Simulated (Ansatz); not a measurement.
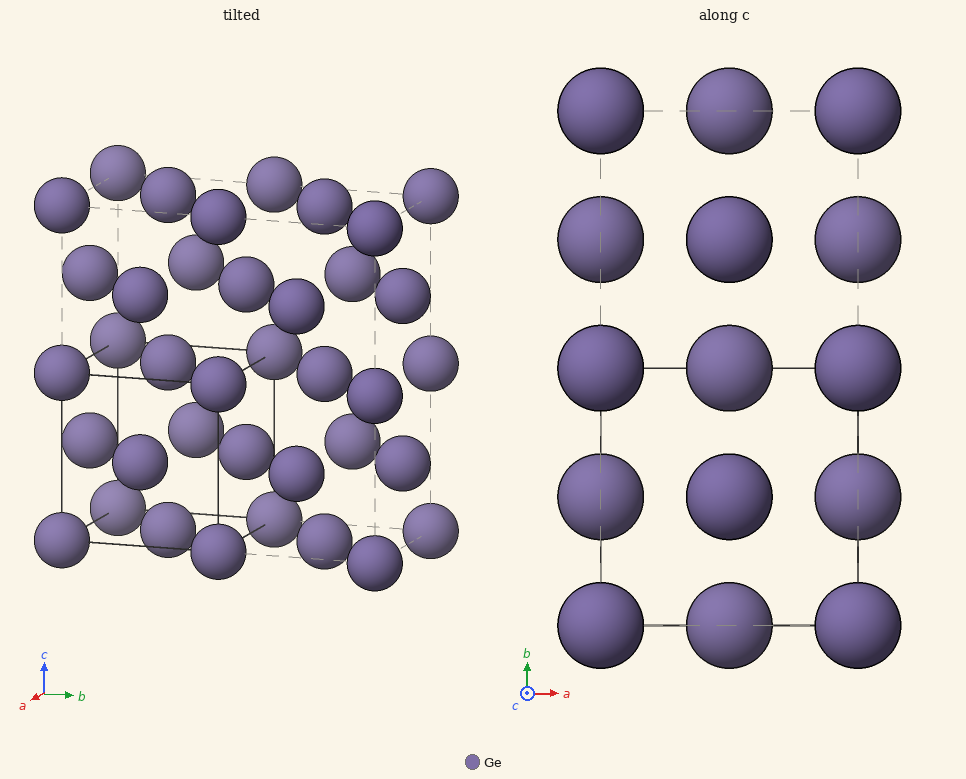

Crystal structure, spheres-only style, seen slightly off an axis and along the c axis. One drawn cell (a repeat of the simulation cell) is drawn solid; the view covers 1×2×2 cells. Cell: a = 4.197 Å, b = 4.197 Å, c = 4.323 Å, α = 90.00°, β = 90.00°, γ = 90.00°.

- The element is germanium.
- Strictly the space group is I4/mmm (No. 139, within 0.01 Å). It is a distorted form of a face-centred cubic structure, space group Fm-3m (No. 225) within 0.25 Å: face-centred cubic (Cu type).
- The cell holds four atoms.
- Ge bonds to twelve Ge in a cuboctahedral arrangement at about 3.0 Å.

Its origin is a structure listed in the Materials Project. The cell was then strained or its atoms displaced on purpose. It was run through Ansatz as a DFT input.
